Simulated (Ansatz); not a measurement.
Zn₁₆S₁₅ (cell charge +1, with a compensating background) (cell with a defect)

Input

```
crystal:
  lattice:
    - [-3.8461551847, -6.6617361935, 0.0]
    - [7.6923103692, -1.0e-10, 0.0]
    - [0.0, 0.0, 12.5886853746]
  atoms:
    - { symbol: Zn, position: [0.3496762592, 0.2019875894, 0.7898375247], spin: 0.25 }
    - { symbol: Zn, position: [0.3383979308, 0.6816252467, 0.7463038223] }
    - { symbol: Zn, position: [0.8332184804, 0.1688385354, 0.7443369382] }
    - { symbol: Zn, position: [0.8412118985, 0.6811666205, 0.7467203219] }
    - { symbol: Zn, position: [0.1645021029, 0.8275091291, 0.2509075318] }
    - { symbol: Zn, position: [0.1754230969, 0.3364497454, 0.2483053561] }
    - { symbol: Zn, position: [0.6606511815, 0.8180128099, 0.250845327] }
    - { symbol: Zn, position: [0.6619168853, 0.3364385254, 0.2481958808] }
    - { symbol: Zn, position: [0.5023305915, 0.5044616781, 0.5019634493] }
    - { symbol: Zn, position: [0.5010607742, 0.0078905976, 0.5052528957] }
    - { symbol: Zn, position: [1.0014718652, 0.5029918747, 0.4987760179] }
    - { symbol: Zn, position: [1.0072865751, 0.0079829234, 0.5053870605] }
    - { symbol: Zn, position: [0.0028680814, 0.5093981083, 0.0020247769] }
    - { symbol: Zn, position: [-0.051188061, -0.0300313146, 0.0046844342], spin: 0.25 }
    - { symbol: Zn, position: [0.4491929079, 0.4077520475, -0.0338169119], spin: 0.25 }
    - { symbol: Zn, position: [0.5207692176, -0.0342297569, 0.0090762996], spin: 0.25 }
    - { symbol: S, position: [0.3296027979, 0.657105557, 0.9342798685] }
    - { symbol: S, position: [0.8348367913, 0.1716148728, 0.9359203775] }
    - { symbol: S, position: [0.8245992002, 0.6575444175, 0.9345260085] }
    - { symbol: S, position: [0.1693235649, 0.8383060688, 0.4380421832] }
    - { symbol: S, position: [0.1703811575, 0.3376887342, 0.4359682032] }
    - { symbol: S, position: [0.6704162375, 0.8399550931, 0.4395275403] }
    - { symbol: S, position: [0.6673957571, 0.3376215855, 0.4359010743] }
    - { symbol: S, position: [0.5061056272, 0.5140106412, 0.687509784] }
    - { symbol: S, position: [0.4966053617, 0.0192485869, 0.6940694129] }
    - { symbol: S, position: [1.0024429244, 0.5066073155, 0.6854194333] }
    - { symbol: S, position: [1.0202743163, 0.0189371439, 0.6941461374] }
    - { symbol: S, position: [-0.0014177204, 0.4966143752, 0.1876782642] }
    - { symbol: S, position: [-5.959e-05, -0.0027534846, 0.1871235001] }
    - { symbol: S, position: [0.4957935212, 0.4907186325, 0.1720792794] }
    - { symbol: S, position: [0.4991998626, -0.0032519103, 0.1879584793] }
  host:
    lattice:
      - [3.8461551846, 0.0, 0.0]
      - [-1.9230775923, 3.3308680968, 0.0]
      - [0.0, 0.0, 12.5886853746]
    atoms:
      - { symbol: Zn, position: [0.6666666667, 0.3333333333, 0.7500383538] }
      - { symbol: Zn, position: [0.3333333333, 0.6666666667, 0.2500383538] }
      - { symbol: Zn, position: [0.0, 0.0, 0.5000855079] }
      - { symbol: Zn, position: [0.0, 0.0, 8.55079e-05] }
      - { symbol: S, position: [0.6666666667, 0.3333333333, 0.937611493] }
      - { symbol: S, position: [0.3333333333, 0.6666666667, 0.437611493] }
      - { symbol: S, position: [0.0, 0.0, 0.6872636452] }
      - { symbol: S, position: [0.0, 0.0, 0.1872636452] }
total_charge: 1
basis:
  ecutwfc: 420
  xc_grid: 2
kpoints:
  mp_grid: { grid: [2, 2, 2], shift: [0.0, 0.0, 0.0] }
hamiltonian:
  xc: pbe
scf:
  occupations: { method: gaussian, width: 0.01 }
output:
  forces: true
  stress: false
  eigenvalues: true
  populations: true
  charged_corrections:
    defect_position: [0.33333333, 0.16666667, 0.93761149]
    epsilon: [[9.189, 0.0, 0.0], [0.0, 9.189, 0.0], [0.0, 0.0, 9.4861]]
  write_density: true
  write_potential: true
  elf: true
  volumetric_format: npy
magnetization:
  spin_polarized: true
relax:
  adjacent_minimum: "off"
  f_tol: 0.025
  max_steps: 45
```

Command:

```sh
ansatz run input.yaml --threads 4 --pin off --max-ram 10240MiB --backend cpu --events-out ev --progress --plain --runs-dir out
```

The fields are those of the run's last geometry, not of the input's.

Spin-polarised.

All numbers below come from DFT PBE, scalar-relativistic, plane waves, PAW in Ansatz.

In a PAW calculation such maps are meaningful between the atoms, not at the nuclei.

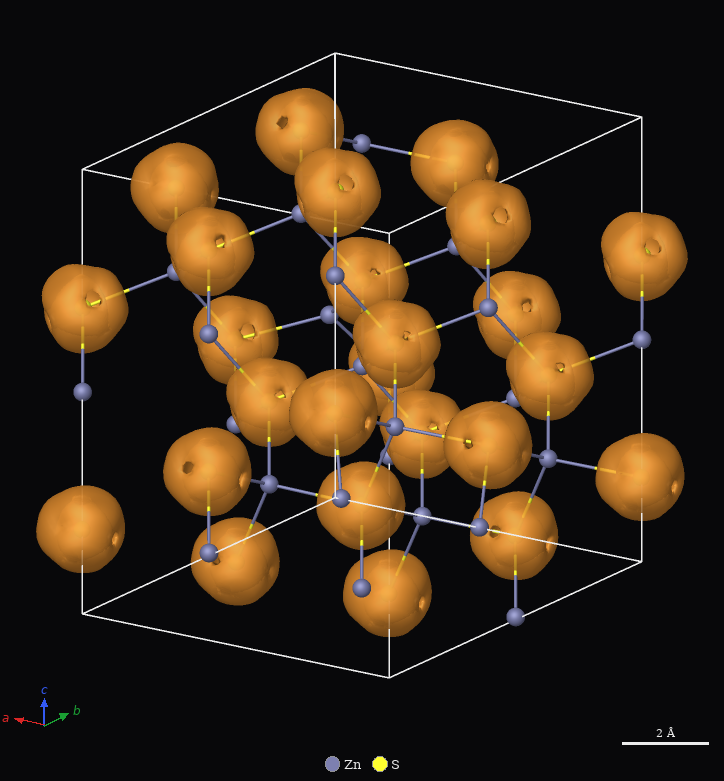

Figure 1. Isosurface of the ELF at 0.8 (orange), seen at an oblique angle. Core shells and regions of very low density are left out. Sticks mark near contacts.

### What do the ELF domains correspond to?

The ELF exceeds this value in 15 regions wrapped around S (the valence shell of each), counted in one cell of 31 atoms. Any copies at cell faces, edges or corners count once.


Zn–S (2.28 Å): the ELF peaks at about 0.90 in the valence shell of S, 0.8 Å from its nucleus, and is about 0.60 at the midpoint. Zn–S (2.32 Å): the ELF peaks at about 0.90 in the valence shell of S, 0.8 Å from its nucleus, and is about 0.55 at the midpoint.

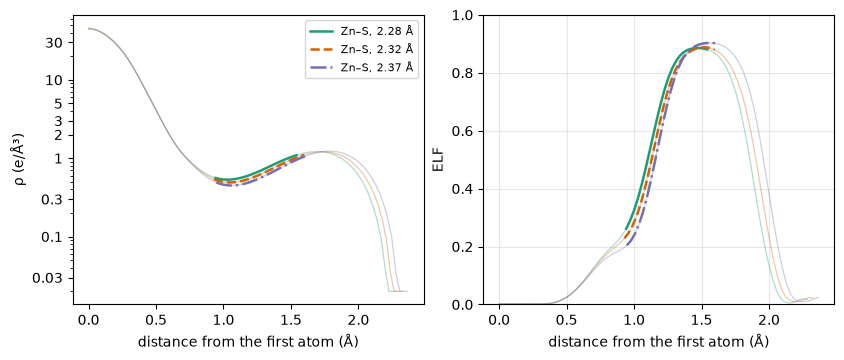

Figure 2. Valence charge density (pseudo) and electron localisation function along straight lines between neighbouring atoms. Thin, pale parts lie inside the atomic spheres.

### What can be read from the curves?

Zn–S (2.28 Å): ρ is about 0.57 e/Å³ halfway; the ELF peaks at about 0.90 in the valence shell of S, 0.8 Å from its nucleus, and is about 0.60 at the midpoint.
Zn–S (2.32 Å): the density is about 0.53 e/Å³ at the midpoint; the ELF peaks at about 0.90 in the valence shell of S, 0.8 Å from its nucleus, and is about 0.55 at the midpoint.
Zn–S (2.37 Å): the density is about 0.49 e/Å³ at the midpoint; the ELF peaks at about 0.90 in the valence shell of S, 0.8 Å from its nucleus, and is about 0.55 at the midpoint.
